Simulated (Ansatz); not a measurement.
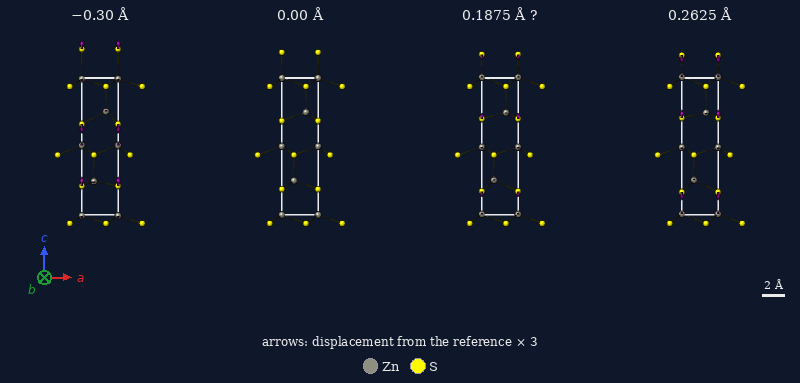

A scan of crystalline ZnS (P6_3mc): a normal mode at the zone centre is frozen in with the cell fixed, the amplitude being the largest displacement of an atom. A ball-and-stick model of the cell of the calculation, repeated 1 × 1 × 1 with one cell outlined, seen along the b axis. Purple arrows: displacements from the reference.

Theory: Ansatz, DFT PBE, scalar-relativistic, plane waves, PAW. Set-up: plane-wave cutoff 420 eV; k-point mesh 12 × 12 × 2; occupations gaussian; smearing width 0.05 eV; no spin polarisation. Energies (free energies at the smearing named) are counted from the relaxed crystal.

```csv
largest displacement (Å),E − E(ref) (meV/cell)
−0.3000,1537
−0.1500,358
0.0000,0
0.0375,22
0.0750,88
0.1125,199
0.1875,?
0.2250,828
0.2625,1150
```

Question: Estimate the missing energy from the other rows, and compare with the calculation.

Answer: A straight line between the two neighbours gives 618 meV/cell. A cubic through the four nearest rows (0.0750, 0.1125, 0.2250, 0.2625) gives, with Lagrange weights, (−0.2000)(88) + (0.5000)(199) + (1.0000)(828) + (−0.3000)(1150) = 565 meV/cell. The calculation gives 566 meV/cell, so the cubic is 1 meV/cell too low and the straight line 52 meV/cell too high, as the curve bends upwards here.

The whole profile:

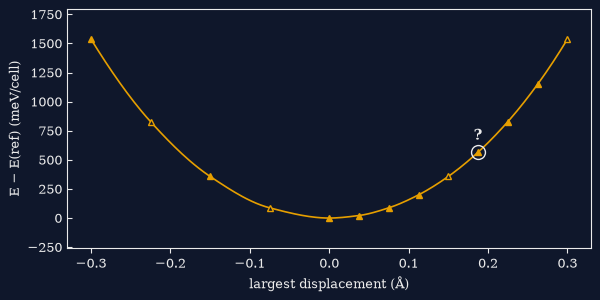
